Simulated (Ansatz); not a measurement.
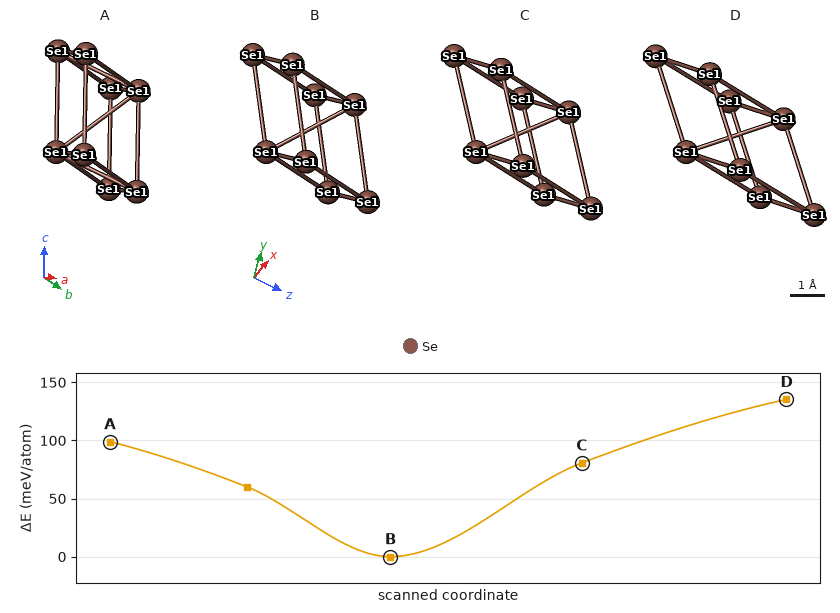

Frames of a one-coordinate scan of solid Se (Im-3m). x, y and z are the Cartesian axes of the input. A ball-and-stick model of the cell of the calculation, seen slightly off an axis.

Computed with DFT LDA, scalar-relativistic, plane waves, PAW in Ansatz 0.2.0. Set-up: plane-wave cutoff 420 eV; k-point mesh 22 × 22 × 22; occupations gaussian; smearing width 0.15 eV; no spin polarisation. Energies (free energies at the smearing named) are counted from the cell as listed in its source, which wasn't relaxed.

Which coordinate changes from frame to frame?

The ratio of the cell's length along z to its lengths across, counted as 1 for the reference, is changed at fixed volume (a tetragonal or Bain path), with the atoms kept at their fractional coordinates. In the frames the relative ratio is 0.707 (A), 1.00 (B), 1.20 (C), 1.414 (D). The lowest computed point lies at the relative ratio 1.00 (0.0 meV/atom). At the ends of the scan the energy is 98.9 meV/atom (0.707) and 135.3 meV/atom (1.414). The unrelaxed reference is under a pressure of −3.6 GPa. The distortion takes the space group from Im-3m to I4/mmm, except for Fm-3m at 1.414. At the relative ratio 1.414 the cell of the drawing goes a 2.950 → 3.035 Å, b 2.950 → 3.035 Å, c 2.950 → 3.035 Å, α 109.5° → 120.0°, β 109.5° → 120.0°, γ 109.5° → 90.0°.
